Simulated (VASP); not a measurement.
System: MoSi₂, space group I4/mmm (No. 139), 3 atoms in the primitive cell.

```cif
data_structure
_symmetry_space_group_name_H-M 'I4/mmm'
_symmetry_Int_Tables_number 139
_cell_length_a 3.1919
_cell_length_b 3.1919
_cell_length_c 7.8241
_cell_angle_alpha 90.000
_cell_angle_beta 90.000
_cell_angle_gamma 90.000
_cell_volume 79.71
loop_
_atom_site_label
_atom_site_type_symbol
_atom_site_symmetry_multiplicity
_atom_site_Wyckoff_symbol
_atom_site_fract_x
_atom_site_fract_y
_atom_site_fract_z
_atom_site_occupancy
Si1 Si 4 e 0.00000 0.00000 0.33508 1
Mo1 Mo 2 a 0.00000 0.00000 0.00000 1
```

Level of theory: PBE, VASP PAW PBE potentials, release 64 (Si, Mo_sv), no spin polarisation, no spin-orbit coupling, 16×16×16 k mesh in the self-consistent step, 520 eV cutoff, Methfessel-Paxton smearing of 0.1 eV; code VASP 6.6.1.

What does the calculation give for the electronic structure?

It is a metal. The density of states at the Fermi level is about 0.24 per eV and cell (mean within 0.25 eV), or 0.081 per atom. By projected weight, the states within 0.3 eV of the Fermi level are Mo d (81 %) and Si p (17 %). The tallest peak in the window is at −2.2 eV.

The density of states was taken on a 24×24×24 mesh with the tetrahedron method. The cell was derived from a database entry in an earlier step, so it needn't be the measured one.

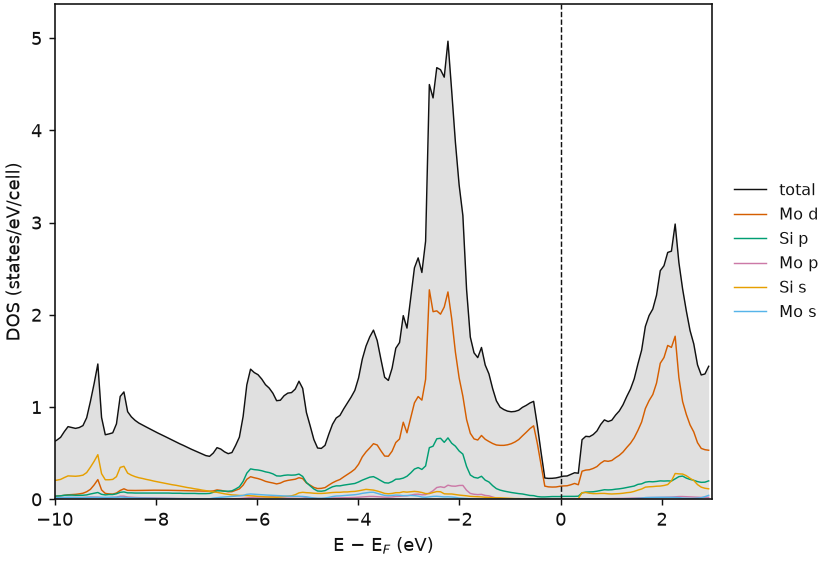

Density of states. Energies are counted from the Fermi level. The partial curves are projected inside the PAW spheres; the rest of the total lies in parts that aren't drawn and between the spheres.
